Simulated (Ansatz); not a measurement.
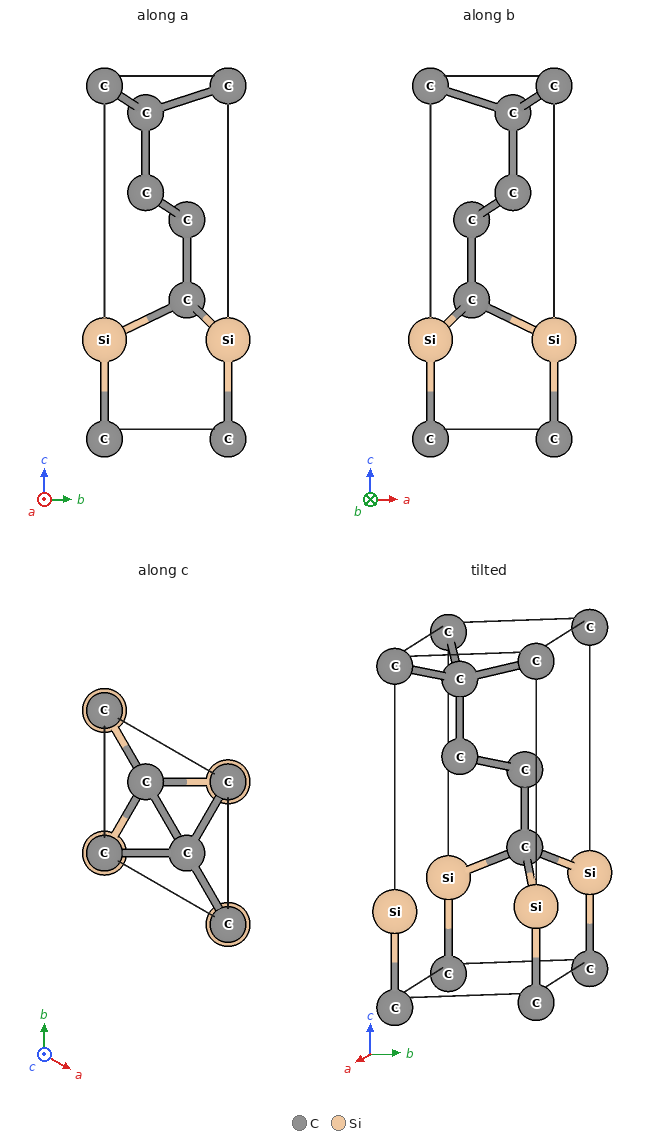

The crystal in a ball-and-stick representation, seen along the a axis, along the b axis, along the c axis and slightly off an axis. The box is the conventional unit cell; atoms on or close to its faces, edges and corners are drawn wherever they repeat.

Lattice parameters: a = 2.725 Å, b = 2.725 Å, c = 6.745 Å, α = 90.00°, β = 90.00°, γ = 120.00°. Put a along x and b in the xy plane.

Q: Transcribe the picture into a POSCAR file, with free fractional coordinates to two decimals.

A:
```
C Si
1.0
     2.725    0.000    0.000
    -1.362    2.360    0.000
     0.000    0.000    6.745
C Si
5 1
Direct
  0.00 0.00 0.97
  0.6667 0.3333 0.67
  0.3333 0.6667 0.37
  0.6667 0.3333 0.90
  0.3333 0.6667 0.59
  0.00 0.00 0.25
```

The model was built from a structure type filled with these elements by a generator (whether the compound takes this form wasn't checked). It is drawn as it came out of a relaxation with Ansatz, DFT, r2SCAN, plane waves, PAW.
